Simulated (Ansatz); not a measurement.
# TiSi31 (cell charge −1, with a compensating background) (cell with a defect): what the fields show

```
Ti Si
1.0
    -5.43383    5.43383   -5.43383
     5.43383   -5.43383   -5.43383
    -5.43383   -5.43383    5.43383
Ti Si
1 31
Direct
  0.00039 0.49983 0.74989
  0.74802 0.49978 0.00167
  0.50035 0.49988 0.25000
  0.25197 0.24748 0.74986
  0.25187 0.49978 0.49772
  0.00025 0.24760 0.00156
  0.74848 0.24790 0.24591
  0.50035 0.99967 0.74981
  0.49636 0.24802 0.49814
  0.25248 0.00378 0.00211
  0.00030 0.99975 0.24987
  0.74810 0.75121 0.74984
  0.74863 0.99598 0.49827
  0.50403 0.75186 0.00202
  0.25238 0.75178 0.25362
  0.00027 0.75145 0.49775
  0.26284 0.76251 0.01247
  0.00031 0.75117 0.24890
  0.74891 0.74741 0.49857
  0.49915 0.49972 0.00133
  0.49928 0.75108 0.74988
  0.25168 0.49969 0.24885
  0.00007 0.49964 0.48715
  0.74880 0.24831 0.99742
  0.73771 0.49952 0.74995
  0.50133 0.25232 0.25095
  0.24784 0.24838 0.49846
  0.00016 0.99868 0.00120
  0.00037 0.23725 0.74994
  0.75269 0.00067 0.25090
  0.50120 0.00069 0.50219
  0.25179 0.99867 0.74988
```

Spin-polarised.

The calculation used DFT PBEsol, scalar-relativistic, plane waves, PAW (Ansatz 0.2.0).

Core electrons are frozen (PAW), and the valence fields are smoothed inside the atomic spheres.

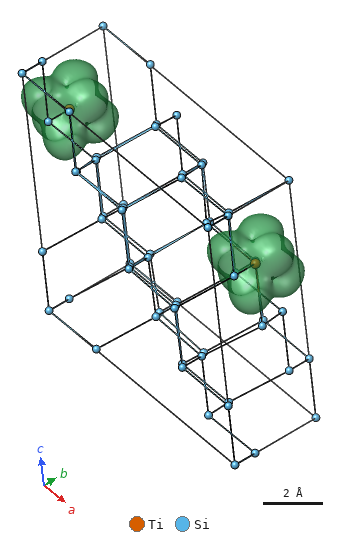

Figure 1. Isosurfaces of the spin density at +0.008 (green) and −0.008 e/Å³ (red), seen slightly off an axis. Sticks mark near contacts.

Question: Describe the spin distribution.

Answer: The spin density sits on Ti: +0.4 μB in one cell of 32 atoms: with much of the spin spread outside that site. The cell of the calculation (32 atoms) carries 0.9 μB of net spin moment. Only one sign reaches the isovalue.

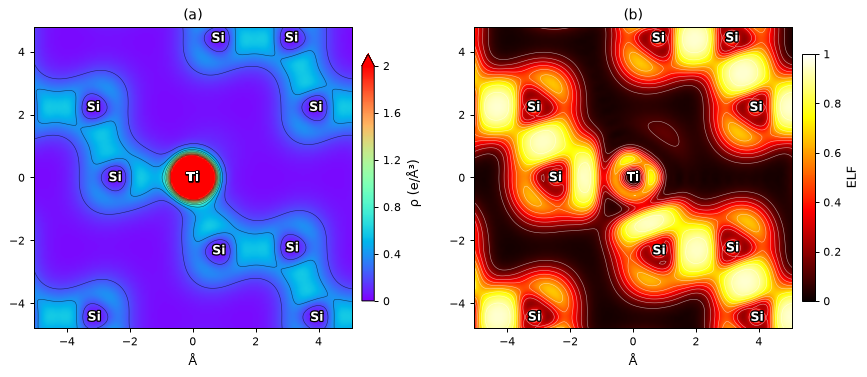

Figure 2. (a) valence electron density; (b) ELF on the (001) plane of the calculation cell.

Question: Interpret the plot.

Answer: The section cuts through Ti and Si sites.
Si–Si (2.34 Å): the density is about 0.56 e/Å³ at the midpoint; the ELF peaks at about 0.95 between the atoms.
Ti–Si (2.47 Å): ρ is about 0.49 e/Å³ halfway; the ELF peaks at about 0.95 in the valence shell of Si, 0.9 Å from its nucleus, and is about 0.75 at the midpoint.
Between the atoms the lowest density in this plane is 0.02 e/Å³.
The features right at Ti lie inside the PAW spheres, where the map follows smoothed inner orbitals and isn't to be read closely.

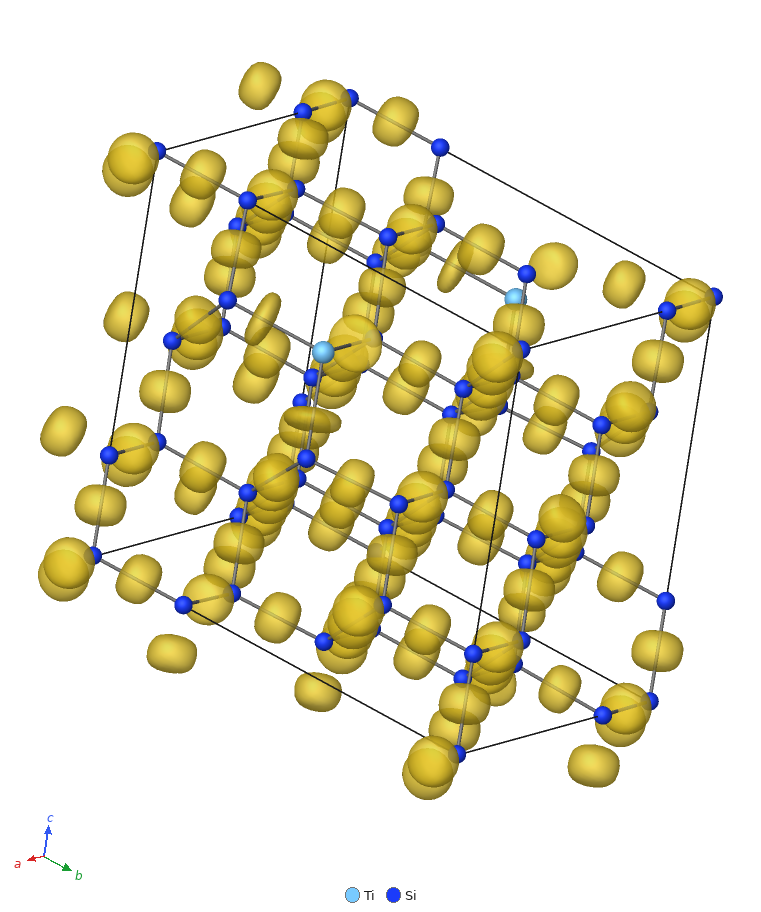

Figure 3. Isosurface of the ELF at 0.85 (yellow), seen slightly off an axis. Core shells and regions of very low density are left out. Sticks mark near contacts.

Question: What do the ELF domains correspond to?

Answer: At this value the surface marks out 60 regions between bonded Si–Si atoms and four lobes of the valence shell of Si pointing towards Ti (polar bonds), counted in one cell of 32 atoms. Regions shared between cells count once.

Question: Does the calculation make it a metal, or give it a gap?

Answer: It is gapless in this calculation (a metal or semimetal).
